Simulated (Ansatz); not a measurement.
Al2Ru: band-structure calculation

Al2Ru (3 atoms in the cell), computed with DFT PBEsol, scalar-relativistic, plane waves, PAW, no spin polarisation (Ansatz 0.2.0).

The structure derives from a Materials Project entry.

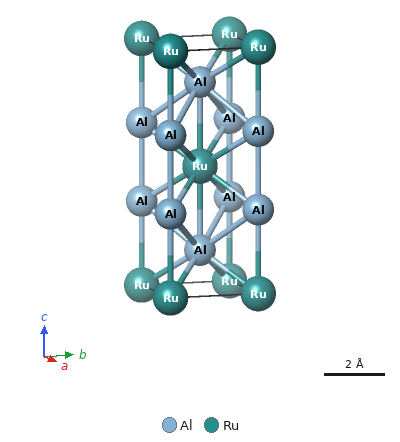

Fig. 1: The input geometry (ball-and-stick view of the cell 2 times as large as that of the calculation, set on its symmetry axes, seen slightly off an axis).

### Input
```yaml
crystal:
  lattice:
    - [-1.5606788816, 1.5606788816, 4.2115520757]
    - [1.5606788816, -1.5606788816, 4.2115520757]
    - [1.5606788816, 1.5606788816, -4.2115520757]
  atoms:
    - { symbol: Al, position: [0.6590760825, 0.6590760825, 0.0] }
    - { symbol: Al, position: [0.3409239175, 0.3409239175, 0.0] }
    - { symbol: Ru, position: [0.0, 0.0, 0.0] }
basis:
  ecutwfc: 420
kpoints:
  mp_grid: { grid: [18, 18, 18] }
  band_path:
    path:
      - [[0.0, 0.0, 0.0], [0.0, 0.0, 0.5], [0.25, 0.25, 0.25], [0.0, 0.5, 0.0], [0.0, 0.0, 0.0], [0.5, 0.5, -0.5], [0.28433071, 0.71566929, -0.28433071]]
      - [[-0.28433071, 0.28433071, 0.28433071], [0.0, 0.0, 0.0]]
      - [[0.0, 0.0, 0.5], [-0.06866142, 0.06866142, 0.5]]
      - [[0.5, 0.5, -0.06866142], [0.5, 0.5, -0.5]]
    npoints: 14
hamiltonian:
  xc: pbesol
scf:
  occupations: { method: gaussian, width: 0.1 }
  n_extra_bands: 7
output:
  forces: true
  stress: true
  eigenvalues: true
  populations: true
  dos: { projected: true, de: 0.02, nscf_kmesh: { grid: [27, 27, 27] } }
  bader: true
  write_density: true
  write_potential: true
  elf: true
  volumetric_format: npy
```

Launch command:
```bash
ansatz run input.yaml --threads 1 --pin off --max-ram 2560MiB --backend cpu --events-out ev --progress --plain --runs-dir out
```

### Log
```
scf.n_extra_bands = 7 over 11 filled bands (N_el = 22.0): the run solves 18 bands
Engine: ansatz 0.2.0, x86_64-unknown-linux-gnu
Pseudopotentials: kind: paw
Pseudopotential: Al, paw, valence charge 3, recommended cutoff 420 eV (normal), Al.paw.azcp
Pseudopotential: Ru, paw, valence charge 16, recommended cutoff 420 eV (normal), Ru.paw.azcp
Functional definition: PBEsol
  exchange = pbesol_x
  correlation = pbesol_c
Crystal: 3 atoms, lattice volume = 41.033 Å³
Basis set: ecut = 420 eV, 795 PW (Γ), exchange–correlation on 64×64×64 points (8 copies of the dense FFT grid, shifted against one another)
Bands: 18, of which v1, the nominal top of the filled ones, is band 11 counted from 1 (10 counted from 0)
Symmetry: 16 space group operations
Space group: I4/mmm (ITA 139), of the structure as read, at distance tolerance 3.4e-5 Å
k-points: 480 of 5832
Non-local potential: Al, projectors of the file, l = 0: 2, l = 1: 2, l = 2: 1
Non-local potential: Ru, projectors of the file, l = 0: 3, l = 1: 2, l = 2: 2, l = 3: 1
PAW form: soft (Blöchl's): semilocal exchange-correlation on the pseudo side does not see the compensation charge
PAW frozen core: Al, regenerated for the run's functional, and the local potential with it (the file was generated under x = pbe(κ = 0.804, μ = 0.2195149727645171), c = pbe(β = 0.06672455060314922))
PAW frozen core: Ru, regenerated for the run's functional, and the local potential with it (the file was generated under x = pbe(κ = 0.804, μ = 0.2195149727645171), c = pbe(β = 0.06672455060314922))
PAW one-centre angular grid: Al, 110 points (default); XC on 64 Gauss nodes
PAW one-centre angular grid: Ru, 590 points (default); XC on 64 Gauss nodes
Initial density: superposition of atomic densities (neutral atoms: chi_scale 0, normalization atom), corrected by the library's trained network
Initial wavefunctions: pseudopotential atomic-orbital guess
Functional: x = pbesol(κ = 0.804, μ = 0.12345679012345678), c = pbesol(β = 0.046)
SCF iter   1: F=—  HF=-6867.580613 eV  |F-HF|=—  |Δ(HF+E_count)|=         —  Δρ=8.51e-3  dr2=3.81e-2  ethr=1.77e-3  ⟨swp⟩=5.3  Hψ=46267  notcnv=0  defer=16
preconditioner: auto → Kerker (q_TF=auto, 2.459 Å⁻¹)  [metal: Δε(μ)=0.087 eV  Ē_g=9.437 eV  σ=0.100 eV  W_gap=0.45  n_scr=10 (ndim 8)  ℏωp=21.7 eV  f_vac=0.000  D(μ)=0.13/eV (n_scr^D=0)]
SCF iter   2: F=—  HF=-6867.575060 eV  |F-HF|=—  |Δ(HF+E_count)|=   5.55e-3  Δρ=4.00e-3  dr2=9.47e-3  ethr=1.73e-4  ⟨swp⟩=1.0  Hψ=12481  notcnv=0  defer=27
SCF iter   3: F=—  HF=-6867.573253 eV  |F-HF|=—  |Δ(HF+E_count)|=   1.81e-3  Δρ=6.54e-4  dr2=2.08e-4  ethr=4.31e-5  ⟨swp⟩=2.0  Hψ=10536  notcnv=0  defer=27
SCF iter   4: F=—  HF=-6867.573195 eV  |F-HF|=—  |Δ(HF+E_count)|=   5.88e-5  Δρ=1.15e-4  dr2=5.21e-6  ethr=9.47e-7  ⟨swp⟩=2.3  Hψ=12603  notcnv=0  defer=27
SCF iter   5: F=—  HF=-6867.573199 eV  |F-HF|=—  |Δ(HF+E_count)|=   4.29e-6  Δρ=3.70e-5  dr2=6.64e-7  ethr=2.37e-8  ⟨swp⟩=2.5  Hψ=12288  notcnv=0  defer=27
SCF iter   6: F=-6867.573199 eV  HF=-6867.573199 eV  |F-HF|=9.18e-9  |Δ(HF+E_count)|=   1.39e-7  Δρ=7.33e-6  dr2=1.82e-8  ethr=4.55e-10  ⟨swp⟩=11.0  Hψ=58571  notcnv=0
SCF 1 converged in 6 iterations: F = -6867.573199 eV  dr2 = 1.82e-8
  greatest PAW one-centre occupation: 0.999 electrons in one spin orbital (limit 2), on the Ru atom at site 2 (counted from 0), in its partial waves of l = 0
NSCF: frozen V_eff on 130 k-points
NSCF: frozen V_eff on 1470 k-points
SCF converged after 6 iterations
Free energy (F): -6867.573199 eV
Harris-Foulkes:  -6867.573199 eV  (|F-HF|=9.18e-9)
Internal energy: -6867.571879 eV  (E = F + TS)
E sigma→0 (E₀):  -6867.572539 eV
Entropy (-TS):   -0.001319 eV (-0.440 meV/atom)
Fermi energy:    14.055532 eV
--- Per-component energies (eV) ---
  E_band       = -145.188441
  E_kinetic    = 566.773138
  E_local      = -2142.316461  (includes V_loc(G=0)·N_el)
  E_nonlocal   = 366.035098
  E_hartree    = 797.917812
  E_xc         = -271.168423
  E_vxc        = -300.741217  (∫ρ·V_xc dr)
  E_paw        = -4309.874981  (= ΣΔE_a)
  E_vpaw       = -230.769315  (= ΣTr[D̂ρ^β])
  E_aug_tail   = -0.000194  (compensation charges beyond the density's cutoff)
  E_ewald      = -1875.229442
  E_core_change = 0.291574  (= ΣΔE_core)
  E_smearing   = -0.001319  (= −TS)
  E_closure    = 0.000000  (closes the sum)
  Σ components = -6867.573199   (vs F -6867.573199, Δ=0.00e0)
--- Forces (eV/Å), atoms counted from 1 ---
  atom   1  Al     0.00000000     0.00000000     0.00175074
  atom   2  Al     0.00000000     0.00000000    -0.00175074
  atom   3  Ru     0.00000000     0.00000000     0.00000000
  max |Σ_I F_I| component: 2.43e-17 eV/Å
--- Stress (GPa, compression-positive) ---
       -0.002852      -0.000000       0.000000
       -0.000000      -0.002852       0.000000
        0.000000       0.000000      -0.009439
  P = ⅓ Tr σ = -0.0050 GPa (-0.050 kbar)
--- Band table (eV; the first three rows and the last of 480) ---
  k-point 0: bands = ["-58.4717", "-28.5174", "-28.5174", "-28.4392", "3.1216", "8.6069", "10.2019", "12.0445", "12.0445", "12.0959", "13.0775", "16.4703", "18.6919", "20.1316", "20.1316", "20.2880", "20.2880", "21.7717"]
  k-point 1: bands = ["-58.4712", "-28.5212", "-28.5209", "-28.4384", "3.2234", "8.6955", "10.2467", "11.5106", "11.9076", "12.7061", "12.9448", "16.4488", "18.3052", "19.5912", "19.9527", "20.0078", "20.9504", "22.6112"]
  k-point 2: bands = ["-58.4697", "-28.5322", "-28.5312", "-28.4361", "3.5252", "8.9501", "10.3822", "11.0541", "11.5390", "12.5653", "13.3669", "16.4046", "17.7485", "18.6279", "19.6010", "19.6440", "22.2931", "24.0018"]
  k-point 479: bands = ["-58.4717", "-28.5175", "-28.5175", "-28.4416", "4.9740", "5.5977", "10.0396", "11.4201", "12.4844", "12.4844", "13.1035", "17.1832", "17.1832", "20.3340", "20.5629", "22.5330", "24.0924", "24.3030"]
--- Löwdin populations: 3 sites ---
  site symbol       q [e]
     0     Al      2.9427
     1     Al      2.9427
     2     Ru     15.9800
  spilling = 0.006115 (of n_electrons = 22.000000)
--- Bader charges: 3 sites ---
  site symbol  charge [e]  shift [e]
     0     Al      1.4701     0.0002
     1     Al      1.4701     0.0002
     2     Ru     -2.9402     0.0005
  estimated error of the sums over rays = 4.9e-4 e
```

### File bader_charges.tsv
```
# site	symbol	x_ang	y_ang	z_ang	partial_charge_e	electrons	volume_ang3	relative_density_drop	shared_charge_e	partial_wave_shift_e
# quadrature_error_electrons = 4.9e-4
0	Al	0.0000	0.0000	5.5515	1.47012	11.52988	7.70	-	1.47012	0.00024
1	Al	0.0000	0.0000	2.8716	1.47012	11.52988	7.70	-	1.47012	0.00024
2	Ru	0.0000	0.0000	0.0000	-2.94025	46.94025	25.64	-	-2.94025	0.00048
```

### File populations.tsv
```
# site	symbol	l	j	q
# orbitals = lowdin
# n_electrons = 22.000000
# spilling = 0.006115
0	Al	0_3S	-	0.777053
0	Al	1_3P	-	2.165661
1	Al	0_3S	-	0.777053
1	Al	1_3P	-	2.165661
2	Ru	0_4S	-	1.909292
2	Ru	0_5S	-	0.458126
2	Ru	1_4P	-	5.983038
2	Ru	2_4D	-	7.629584
```

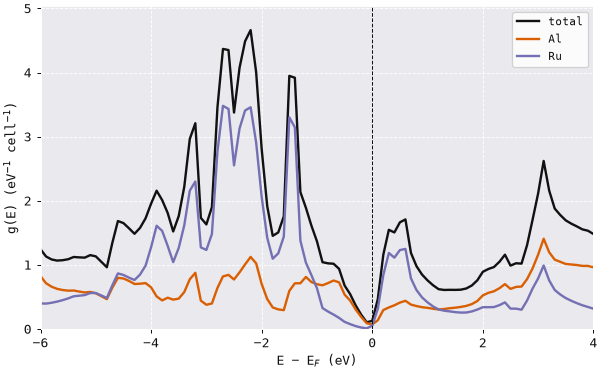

Fig. 2: Density of states (projected on Löwdin-orthogonalised atomic shells), with energies from the Fermi level. There are states at the Fermi level: a metal at this level of theory.

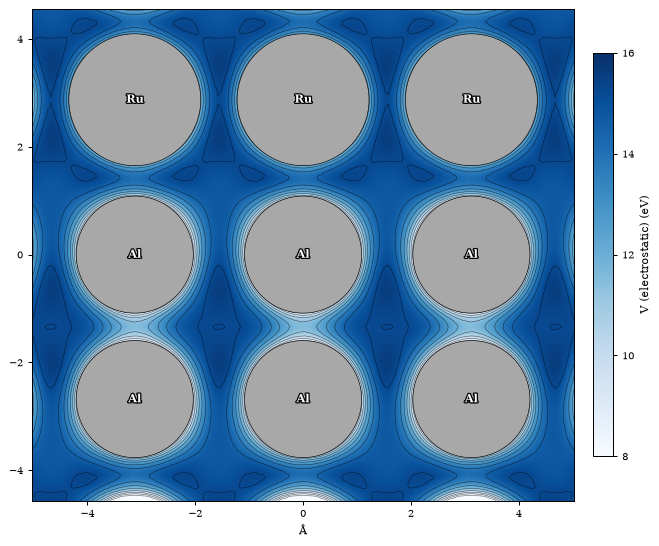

Fig. 3: Electrostatic potential energy of an electron on the (100) plane of the conventional cell. Grey discs, where drawn, cover atomic cores. The section cuts through Al and Ru sites. Outside the cores the potential energy rises away from the atoms and is highest about 1.7 Å from the nearest atoms; outside the discs it spans about 7 eV, and its zero is arbitrary. The fields are those of the smooth PAW valence density.

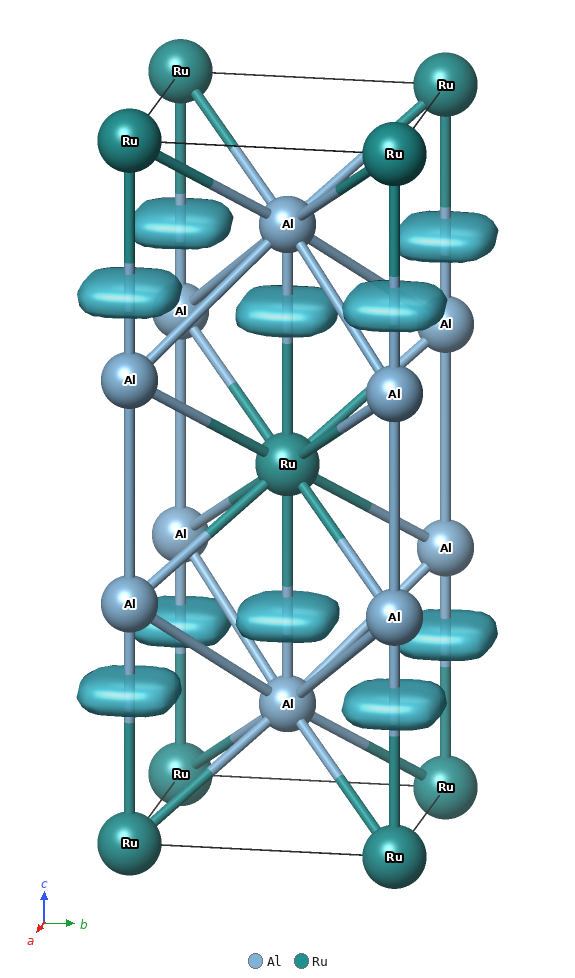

Fig. 4: Isosurface of the ELF at 0.65 (cyan), seen slightly off an axis. Core shells and regions of very low density are left out. Sticks mark near contacts. The outline is the cell set on symmetry axes. Along the contacts the grid gives the following. Al–Ru (2.58 Å): the ELF is about 0.40 at the midpoint; no shared electron pair. Al–Al (2.68 Å): the ELF is about 0.50 at the midpoint (no shared electron pair).

### Results in brief

```csv
quantity,value
outcome,converged
space group (tolerance 0.01 Å),I4/mmm (139)
electrons treated,22
free energy,−6867.5732 eV
Fermi energy,14.056 eV
gap on the k-point mesh,none (metallic)
pressure,−0.01 GPa
largest force (length of the vector),0.002 eV/Å
hardware,"1 thread of Intel Xeon (Granite Rapids), 192 GiB of memory available, shared host"
wall time,52 s
peak memory,0.9 GiB
```
